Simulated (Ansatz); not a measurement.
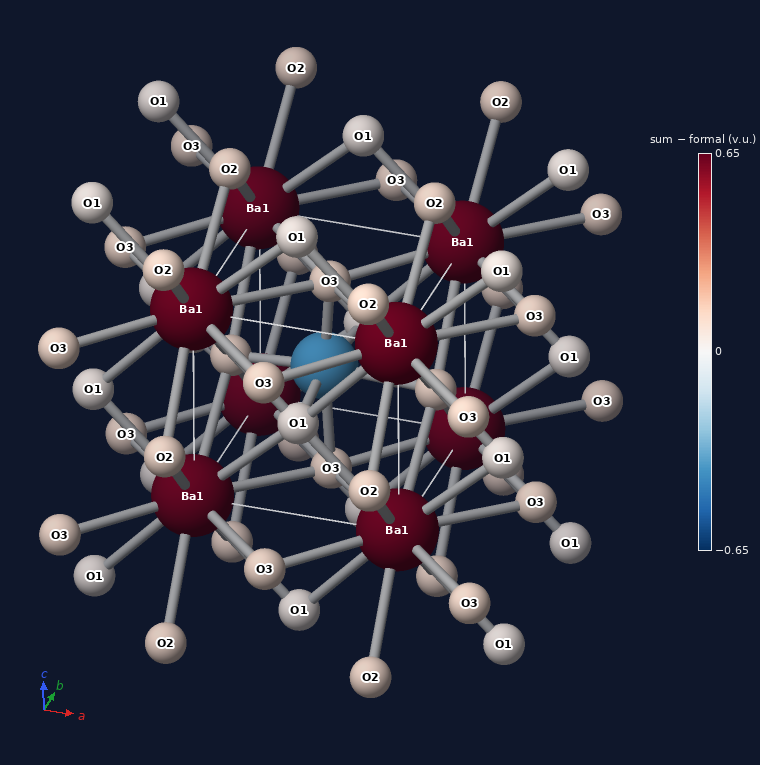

Atoms of BaTiO3 coloured by their computed bond-valence sum less the size of their formal valence (view from a free direction).

Bond valence s = exp((R0 − d)/b), R0 fitted to published crystal structures with b = 0.37 Å, summed over all anions within 5 Å; R0 in Å: Ba2+–O 2.279; Ti4+–O 1.801.

The cell is taken from the end point of a relaxation with DFT, PAW plane waves, r2scan (Ansatz 0.2.0).

```yaml
crystal:
  lattice:
    - [4.05195, 0.00000, 0.00000]
    - [0.00000, 3.96347, 0.00000]
    - [-0.02253, 0.00000, 4.05421]
  atoms:
    - { symbol: Ba, position: [0.99181, 0.00000, 0.00835] }
    - { symbol: Ti, position: [0.47630, 0.50000, 0.52400] }
    - { symbol: O, position: [0.50975, 0.00000, 0.49017] }
    - { symbol: O, position: [0.01986, 0.50000, 0.49382] }
    - { symbol: O, position: [0.50606, 0.50000, 0.97989] }
```

Site labels: Ba1 at 0.992, 0.000, 0.008; Ti1 at 0.476, 0.500, 0.524; O1 at 0.510, 0.000, 0.490; O2 at 0.020, 0.500, 0.494; O3 at 0.506, 0.500, 0.980.

Q: Which site departs most from its formal valence?

A: Ba1, whose sum is 2.63 against 2: by this sum it is overbonded.

Q: Give the sums of all sites.

A:
```json
{"site": "Ba1", "x, y, z": "0.992, 0.000, 0.008", "formal valence": "+2", "bond-valence sum": "2.63", "difference": "0.63"}
{"site": "Ti1", "x, y, z": "0.476, 0.500, 0.524", "formal valence": "+4", "bond-valence sum": "3.62", "difference": "-0.38"}
{"site": "O1", "x, y, z": "0.510, 0.000, 0.490", "formal valence": "−2", "bond-valence sum": "2.04", "difference": "0.04"}
{"site": "O2", "x, y, z": "0.020, 0.500, 0.494", "formal valence": "−2", "bond-valence sum": "2.10", "difference": "0.10"}
{"site": "O3", "x, y, z": "0.506, 0.500, 0.980", "formal valence": "−2", "bond-valence sum": "2.10", "difference": "0.10"}
```

Q: Is the structure strained by this measure?

A: The global instability index (root mean square of the differences over all atoms) is 0.34 v.u.: above 0.2, which by the usual rule of thumb marks a strained structure.
